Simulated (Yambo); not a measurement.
System: zincblende SiC, space group F-43m, 2 atoms in the primitive cell; cubic a = 4.358 Å. Starting point: PBEsol, PseudoDojo 0.4.1 SR PBEsol standard, no spin polarisation, no spin-orbit coupling, 6×6×6 k mesh, 1116 eV cutoff, fixed occupations (Yambo 5.3.0). Many-body step: G0W0 with frequency dependence of W plasmon pole, bands in the response 154, bands in the self-energy 154, cutoff of the response matrix 12 Ry and cutoff of exchange and Vxc 82 Ry.

In PBEsol the smallest gap over these k points is 1.24 eV, with direct gaps of 4.46 eV at X and 6.17 eV at Γ.

**What does G0W0 give?**

Over the k points that were corrected, the smallest gap goes from 1.24 eV in PBEsol (Γ to X) to 2.19 eV in G0W0 (Γ to X), a change of +0.95 eV (+76 %). Counted from the valence top, the lowest empty level moves by +0.95 eV at X and +1.01 eV at Γ: a spread of 0.06 eV on a mean of 0.98 eV, so one scissor shift describes this level well. Only one empty level a point was corrected, so a higher one could drop under them. The top filled level also moves against the valence top, by −0.24 eV at X. The quasiparticle weight (renormalisation factor) lies between 0.79 and 0.82 for the top filled and first empty levels.

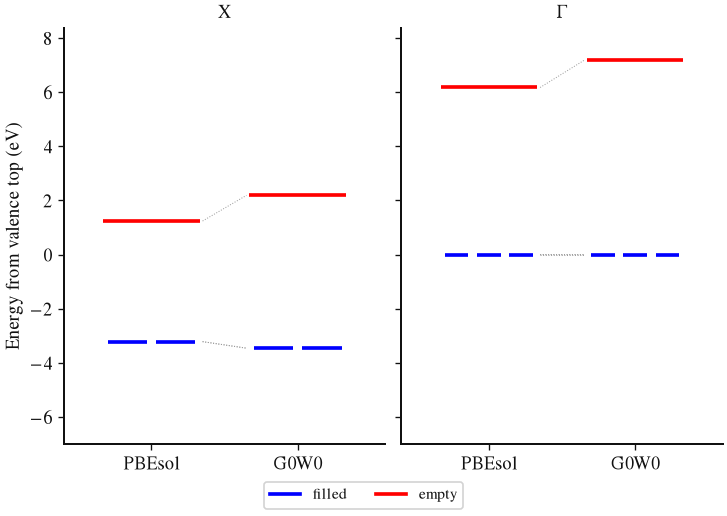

Levels at X and Γ in PBEsol and in G0W0, each set counted from its own valence top. Only the states that were corrected are drawn, so degenerate partners can be missing.

```
k point  PBEsol direct gap (eV)  G0W0 direct gap (eV)
      X                    4.46                  5.65
      Γ                    6.17                  7.18
```

The k mesh is thin for GW. Bands, cutoffs and mesh are finite, so these values aren't at the basis limit.
